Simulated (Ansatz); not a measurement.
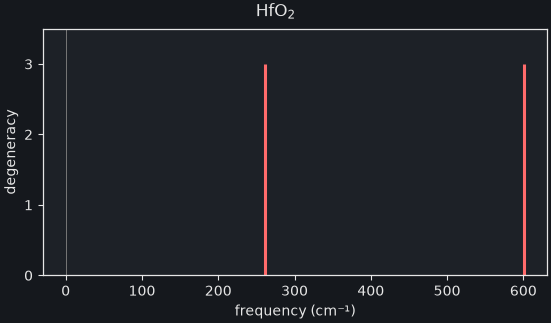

Plotted: zone-centre optical phonon frequencies (the three acoustic modes are left out) for HfO₂, space group Fm-3m (No. 225).

Starting cell:
```
CELL_PARAMETERS angstrom
0.00000 2.51131 2.51131
2.51131 0.00000 2.51131
2.51131 2.51131 0.00000
ATOMIC_POSITIONS crystal
Hf 0.00000 0.00000 0.00000
O 0.25000 0.25000 0.25000
O 0.75000 0.75000 0.75000
```

Method: harmonic phonon frequencies at the zone centre with atoms at rest in the given cell, without the long-range term of polar modes, the three translations left out, imaginary frequencies are negative; plane waves with PAW datasets, Γ-centred k mesh (Ansatz 0.2.0). Level: PBE, no spin polarisation.

```
      setting            value
  wave cutoff           420 eV
       k mesh            8×8×8
  occupations            fixed
     pressure           12 GPa
phonon method  linear response
```

This calculation gives: highest mode 601.4 cm⁻¹ and lowest optical mode 260.8 cm⁻¹.

Now the cell is expanded by 5.0 % in volume, to 11.08 Å³/atom, with shape and atoms relaxed (pressure −1 GPa against 12). What happens?

The highest mode falls from 601.4 to 559.9 cm⁻¹ (−6.9 %) and the lowest optical mode falls from 260.8 to 211.8 cm⁻¹ (−19 %). The shift of the highest mode amounts to a Grüneisen parameter of 1.47.

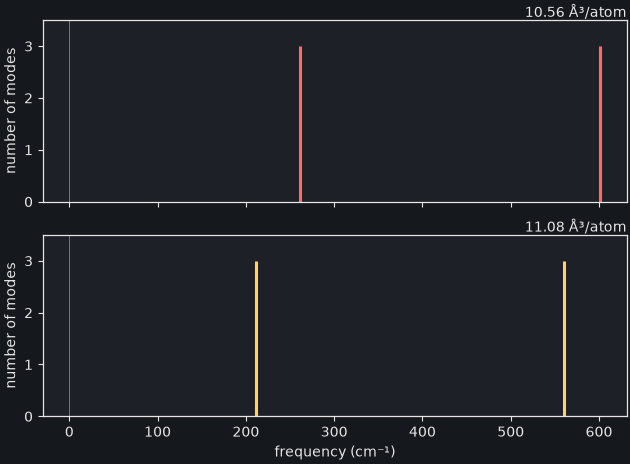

The two results together.
